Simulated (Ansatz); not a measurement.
# Two runs on Ti

System: Ti (2 atoms in the cell).
Method of the first run: DFT r2SCAN, scalar-relativistic, plane waves, PAW, no spin polarisation (Ansatz 0.2.0).

The structure derives from an entry of the Crystallography Open Database. Text and figures count atoms from 1; the logs count them from 0 in places.

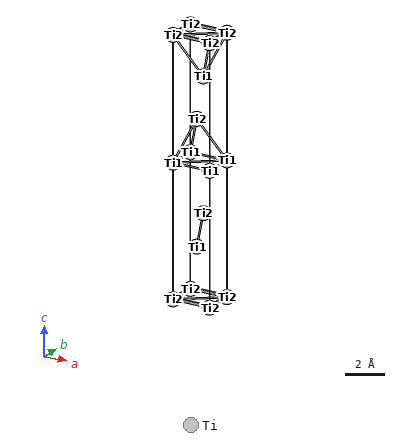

The structure as given in the input (ball-and-stick view of the cell 3 times as large as that of the calculation, set on its symmetry axes, seen slightly off an axis; atoms are numbered from 1 in the order of the input). An atom can appear more than once, as a periodic image.

## Input file, the first run
```yaml
crystal:
  lattice:
    - [0.0, -2.03, -2.03]
    - [-2.03, 0.0, -2.03]
    - [2.03, 2.03, -4.06]
  atoms:
    - { symbol: Ti, position: [0.5085338774, 0.5085338774, 0.4744031901] }
    - { symbol: Ti, position: [-0.0085338774, -0.0085338774, 0.0255968099] }
basis:
  ecutwfc: 500
kpoints:
  mp_grid: { grid: [18, 18, 20] }
hamiltonian:
  xc: r2scan
scf:
  occupations: { method: gaussian, width: 0.15 }
output:
  forces: true
  stress: true
  eigenvalues: true
```

Command:
```bash
ansatz run input.yaml --threads 2 --pin off --max-ram 5120MiB --backend cpu --events-out ev --progress --plain --runs-dir out
```

Hardware: 2 threads of Intel Xeon (Granite Rapids), 32 GiB of memory available, shared host.

## Output, shortened to warnings, some set-up lines, iterations and results (the first run)
```
Warning: the atoms were moved onto the symmetric positions of the space group found under crystal.symmetry.tolerance 1.0e-5 (fractional; no operation is sought that the atoms, as they stand in a round, miss by more than twice it, and no atom is moved by as much as it), and the run uses the moved positions. Before a round's move an operation carried an atom to 1.38e-5 Å from where it should land, …
Warning: crystal.symmetry: narrowed to the stabiliser of the k-point mesh — unitary ops 12 → 4; excluded 8 operations that carry a point of the 18×18×20 mesh (shift [0, 0, 0]) off the mesh (the run samples exactly the mesh kpoints.mp_grid names, as under crystal.symmetry.detect: false, and its converged state has the mesh's symmetry, not the crystal's; ε∞, the Born charges and the force constants …
Basis set: ecut = 500 eV, 845 PW (Γ), exchange–correlation on 96×96×160 points (64 copies of the dense FFT grid, shifted against one another)
Symmetry: 4 space group operations
k-points: 1721 of 6480
Initial density: superposition of atomic densities (neutral atoms: chi_scale 0, normalization atom), corrected by the library's trained network
[...]
SCF iter   1: F=—  HF=-5008.418804 eV  |F-HF|=—  |Δ(HF+E_count)|=         —  Δρ=1.59e-2  dr2=8.12e-2  dr2_τ=2.05e-2  ethr=1.77e-3  ⟨swp⟩=3.3  Hψ=116074  notcnv=0
SCF iter   2: F=—  HF=-5008.472294 eV  |F-HF|=—  |Δ(HF+E_count)|=   5.35e-2  Δρ=5.53e-3  dr2=1.07e-2  dr2_τ=7.40e-4  ethr=3.38e-4  ⟨swp⟩=2.6  Hψ=63708  notcnv=0  defer=46
SCF iter   3: F=—  HF=-5008.472815 eV  |F-HF|=—  |Δ(HF+E_count)|=   5.21e-4  Δρ=1.61e-3  dr2=7.30e-4  dr2_τ=1.11e-4  ethr=4.46e-5  ⟨swp⟩=3.0  Hψ=50331  notcnv=0  defer=46
SCF iter   4: F=—  HF=-5008.473426 eV  |F-HF|=—  |Δ(HF+E_count)|=   6.11e-4  Δρ=9.16e-4  dr2=8.37e-4  dr2_τ=1.78e-5  ethr=3.04e-6  ⟨swp⟩=2.0  Hψ=42296  notcnv=0  defer=46
SCF iter   5: F=—  HF=-5008.473296 eV  |F-HF|=—  |Δ(HF+E_count)|=   1.30e-4  Δρ=2.53e-4  dr2=6.61e-6  dr2_τ=1.93e-6  ethr=3.04e-6  ⟨swp⟩=2.2  Hψ=36715  notcnv=0  defer=46
SCF iter   6: F=—  HF=-5008.473317 eV  |F-HF|=—  |Δ(HF+E_count)|=   2.14e-5  Δρ=3.46e-5  dr2=3.97e-7  dr2_τ=3.82e-8  ethr=2.75e-8  ⟨swp⟩=2.0  Hψ=48752  notcnv=0  defer=46
SCF iter   7: F=-5008.473317 eV  HF=-5008.473317 eV  |F-HF|=6.50e-9  |Δ(HF+E_count)|=   1.15e-8  Δρ=8.25e-6  dr2=1.50e-8  dr2_τ=5.90e-10  ethr=4.17e-10  ⟨swp⟩=5.1  Hψ=111099  …
SCF 1 converged in 7 iterations: F = -5008.473317 eV  dr2 = 1.50e-8
SCF converged after 7 iterations
Free energy (F): -5008.473317 eV
Harris-Foulkes:  -5008.473317 eV  (|F-HF|=6.50e-9)
Internal energy: -5008.439208 eV  (E = F + TS)
E sigma→0 (E₀):  -5008.456262 eV
Entropy (-TS):   -0.034109 eV (-17.054 meV/atom)
Fermi energy:    13.895759 eV
--- Per-component energies (eV) ---
  E_band       = -325.843734
  E_kinetic    = 548.112314
  E_local      = -1619.127032  (includes V_loc(G=0)·N_el)
  E_nonlocal   = 15.109098
  E_hartree    = 669.807954
  E_xc         = -186.460080
  E_vxc        = -266.687732  (∫ρ·V_xc dr)
  E_paw        = -2114.085663  (= ΣΔE_a)
  E_vpaw       = -361.267294  (= ΣTr[D̂ρ^β])
  E_aug_tail   = 0.000163  (compensation charges beyond the density's cutoff)
  E_vtau       = 18.397977  (kinetic-family band-sum trace: ∫τ·v_τ [+ j·A + Jᵃ·Aᵃ] dr)
  E_ewald      = -2321.289048
  E_core_change = -0.506914  (= ΣΔE_core)
  E_smearing   = -0.034109  (= −TS)
  E_closure    = -0.000000  (closes the sum)
  Σ components = -5008.473317   (vs F -5008.473317, Δ=0.00e0)
--- Forces (eV/Å), atoms counted from 1 ---
  atom   1  Ti     0.72075010     0.72075010    -0.72075692
  atom   2  Ti    -0.72075010    -0.72075010     0.72075692
  max |Σ_I F_I| component: 1.11e-16 eV/Å
--- Stress (GPa, compression-positive) ---
        7.103605       0.804639      -0.804634
        0.804639       7.103605      -0.804634
       -0.804634      -0.804634       7.103608
  P = ⅓ Tr σ = 7.1036 GPa (71.036 kbar)
```

The input of the second run differs as follows (lines with − go, lines with + come):
```diff
-    - { symbol: Ti, position: [0.5085338774, 0.5085338774, 0.4744031901] }
-    - { symbol: Ti, position: [-0.0085338774, -0.0085338774, 0.0255968099] }
+    - { symbol: Ti, position: [0.4978665307, 0.4978665307, 0.5063992025] }
+    - { symbol: Ti, position: [0.0021334693, 0.0021334693, -0.0063992025] }
```

How does the second run compare with the first run?

With the same functional and potentials, the second run lies 59.6 meV per atom lower. The pressure goes from 7.10 to 4.58 GPa. The largest force goes from 1.248 to 0.190 eV/Å. The number of SCF iterations is the same.

## Output, shortened to warnings, some set-up lines, iterations and results (the second run)
```
Warning: the atoms were moved onto the symmetric positions of the space group found under crystal.symmetry.tolerance 1.0e-5 (fractional; no operation is sought that the atoms, as they stand in a round, miss by more than twice it, and no atom is moved by as much as it), and the run uses the moved positions. Before a round's move an operation carried an atom to 3.46e-6 Å from where it should land, …
Warning: crystal.symmetry: narrowed to the stabiliser of the k-point mesh — unitary ops 12 → 4; excluded 8 operations that carry a point of the 18×18×20 mesh (shift [0, 0, 0]) off the mesh (the run samples exactly the mesh kpoints.mp_grid names, as under crystal.symmetry.detect: false, and its converged state has the mesh's symmetry, not the crystal's; ε∞, the Born charges and the force constants …
Basis set: ecut = 500 eV, 845 PW (Γ), exchange–correlation on 96×96×160 points (64 copies of the dense FFT grid, shifted against one another)
Symmetry: 4 space group operations
k-points: 1721 of 6480
Initial density: superposition of atomic densities (neutral atoms: chi_scale 0, normalization atom), corrected by the library's trained network
[...]
SCF iter   1: F=—  HF=-5008.544705 eV  |F-HF|=—  |Δ(HF+E_count)|=         —  Δρ=1.51e-2  dr2=6.96e-2  dr2_τ=1.83e-2  ethr=1.77e-3  ⟨swp⟩=3.3  Hψ=116071  notcnv=0
SCF iter   2: F=—  HF=-5008.591666 eV  |F-HF|=—  |Δ(HF+E_count)|=   4.70e-2  Δρ=4.88e-3  dr2=7.72e-3  dr2_τ=6.86e-4  ethr=2.90e-4  ⟨swp⟩=2.2  Hψ=61073  notcnv=0  defer=20
SCF iter   3: F=—  HF=-5008.591926 eV  |F-HF|=—  |Δ(HF+E_count)|=   2.60e-4  Δρ=1.35e-3  dr2=2.72e-4  dr2_τ=9.48e-5  ethr=3.22e-5  ⟨swp⟩=2.8  Hψ=49325  notcnv=0  defer=20
SCF iter   4: F=—  HF=-5008.592444 eV  |F-HF|=—  |Δ(HF+E_count)|=   5.18e-4  Δρ=5.06e-4  dr2=2.06e-4  dr2_τ=4.98e-6  ethr=1.14e-6  ⟨swp⟩=2.0  Hψ=45058  notcnv=0  defer=20
SCF iter   5: F=—  HF=-5008.592423 eV  |F-HF|=—  |Δ(HF+E_count)|=   2.05e-5  Δρ=2.20e-4  dr2=6.24e-6  dr2_τ=1.62e-6  ethr=8.56e-7  ⟨swp⟩=2.1  Hψ=35975  notcnv=0  defer=20
SCF iter   6: F=—  HF=-5008.592439 eV  |F-HF|=—  |Δ(HF+E_count)|=   1.52e-5  Δρ=2.20e-5  dr2=1.54e-7  dr2_τ=3.61e-8  ethr=2.60e-8  ⟨swp⟩=2.1  Hψ=47190  notcnv=0  defer=20
SCF iter   7: F=-5008.592439 eV  HF=-5008.592439 eV  |F-HF|=1.18e-9  |Δ(HF+E_count)|=   1.22e-8  Δρ=4.59e-6  dr2=5.48e-9  dr2_τ=4.12e-10  ethr=4.17e-10  ⟨swp⟩=4.7  Hψ=107498  …
SCF 1 converged in 7 iterations: F = -5008.592439 eV  dr2 = 5.48e-9
SCF converged after 7 iterations
Free energy (F): -5008.592439 eV
Harris-Foulkes:  -5008.592439 eV  (|F-HF|=1.18e-9)
Internal energy: -5008.558728 eV  (E = F + TS)
E sigma→0 (E₀):  -5008.575584 eV
Entropy (-TS):   -0.033710 eV (-16.855 meV/atom)
Fermi energy:    13.856098 eV
--- Per-component energies (eV) ---
  E_band       = -325.591277
  E_kinetic    = 547.103816
  E_local      = -1580.505496  (includes V_loc(G=0)·N_el)
  E_nonlocal   = 14.875737
  E_hartree    = 650.862688
  E_xc         = -186.229777
  E_vxc        = -266.326942  (∫ρ·V_xc dr)
  E_paw        = -2113.822583  (= ΣΔE_a)
  E_vpaw       = -360.833976  (= ΣTr[D̂ρ^β])
  E_aug_tail   = 0.000156  (compensation charges beyond the density's cutoff)
  E_vtau       = 18.366386  (kinetic-family band-sum trace: ∫τ·v_τ [+ j·A + Jᵃ·Aᵃ] dr)
  E_ewald      = -2340.336354
  E_core_change = -0.506914  (= ΣΔE_core)
  E_smearing   = -0.033710  (= −TS)
  E_closure    = 0.000000  (closes the sum)
  Σ components = -5008.592439   (vs F -5008.592439, Δ=0.00e0)
--- Forces (eV/Å), atoms counted from 1 ---
  atom   1  Ti    -0.10944286    -0.10944286     0.10944035
  atom   2  Ti     0.10944286     0.10944286    -0.10944035
  max |Σ_I F_I| component: 1.39e-17 eV/Å
--- Stress (GPa, compression-positive) ---
        4.580708       0.043200      -0.043173
        0.043200       4.580708      -0.043173
       -0.043173      -0.043173       4.580765
  P = ⅓ Tr σ = 4.5807 GPa (45.807 kbar)
```

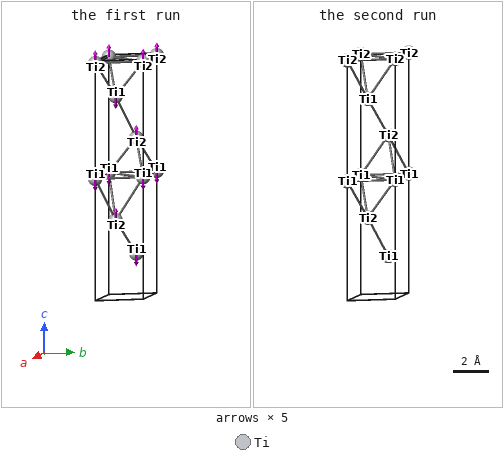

The two input geometries at one scale (ball-and-stick view of the cell 3 times as large as that of the calculation, set on its symmetry axes, seen slightly off an axis). The pink arrows on the first give the shifts of the atoms relative to the cell, with their mean removed, magnified 5 times. The largest moves, 0.15 Å, are those of Ti1 and Ti2. (The mean shift of all atoms is removed.) The cell stays as it was. Among the contacts that change: Ti1–Ti2 3.070 → 2.822 Å.

## The two runs side by side

| quantity | the first run | the second run |
| --- | --- | --- |
| outcome | converged | converged |
| free energy per atom (eV) | −2504.2367 | −2504.2962 |
| energy per atom, smearing taken to zero (eV) | −2504.2281 | −2504.2878 |
| gap on the mesh (eV) | 0.00 | 0.00 |
| pressure (GPa) | 7.10 | 4.58 |
| largest force (eV/Å) | 1.248 | 0.190 |
| SCF iterations | 7 | 7 |
| irreducible k-points | 1721 | 1721 |
| plane waves at Γ | 845 | 845 |
| wall time (shared host) | 24 s | 23 s |

For both runs: Warnings: the structure was made exactly symmetric; the k-point mesh lowers the symmetry that the run can use. For the first run: The cell is under a pressure of 7.1 GPa at this level, so it is not at its equilibrium volume.
